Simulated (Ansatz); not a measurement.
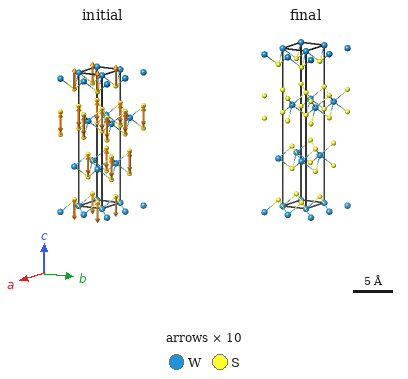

The structure of solid WS2 (set up in R3m) before (left) and after (right) a relaxation, at one scale. The orange arrows give the displacements (the part carried along by the change of the cell is left out), magnified 10 times.

A ball-and-stick model of the conventional cell (3 times the calculation's cell), repeated 2 × 2 × 1 with one cell outlined, seen from a free direction. Lengths and directions refer to the drawn axes.

The run lets cell and atoms move.

All numbers below come from Kohn-Sham DFT of a periodic cell, HSE06, Ansatz PAW in Ansatz 0.2.0.

Input
```yaml
crystal:
  lattice:
    - [1.579, 0.9116360751, 6.1633333333]
    - [-1.579, 0.9116360751, 6.1633333333]
    - [0.0, -1.8232721501, 6.1633333333]
  atoms:
    - { symbol: W, position: [0.0, 0.0, 0.0] }
    - { symbol: S, position: [0.581, 0.581, 0.581] }
    - { symbol: S, position: [0.7503, 0.7503, 0.7503] }
hamiltonian:
  xc: hse06
  pseudopotentials: { kind: paw }
kpoints:
  mp_grid: { grid: [6, 6, 6] }
scf:
  occupations: { method: fermi_dirac, width: 0.05 }
output:
  forces: true
  stress: true
  eigenvalues: true
relax:
  f_tol: 0.01
  max_steps: 40
  cell: { stress_tol: 0.05 }
```

Q: Describe what moved and what it gained.

A: The largest move relative to the cell is that of an S atom, 0.30 Å along +c. By element the largest moves are S 0.30 Å, W 0.01 Å. Cell: a = b unchanged at 3.158 Å, c 18.490 → 21.866 Å (+18.3 %). Volume +18.2 %. Some distances before and after: S–W 2.415 → 2.398 Å, S–W 2.391 → 2.398 Å. The space group stays R3m (No. 160). Over 11 accepted moves (13 points after the start) the energy falls by 18.5 meV per atom. Largest force component: 0.65 eV/Å at the start, 0.0039 eV/Å at the end. The pressure goes from 0.07 to 0.01 GPa. The SCF was repeated twice at an unchanged geometry on a basis and grid sized afresh for the cell, which shifted the energy by 1.2 meV per atom at most.
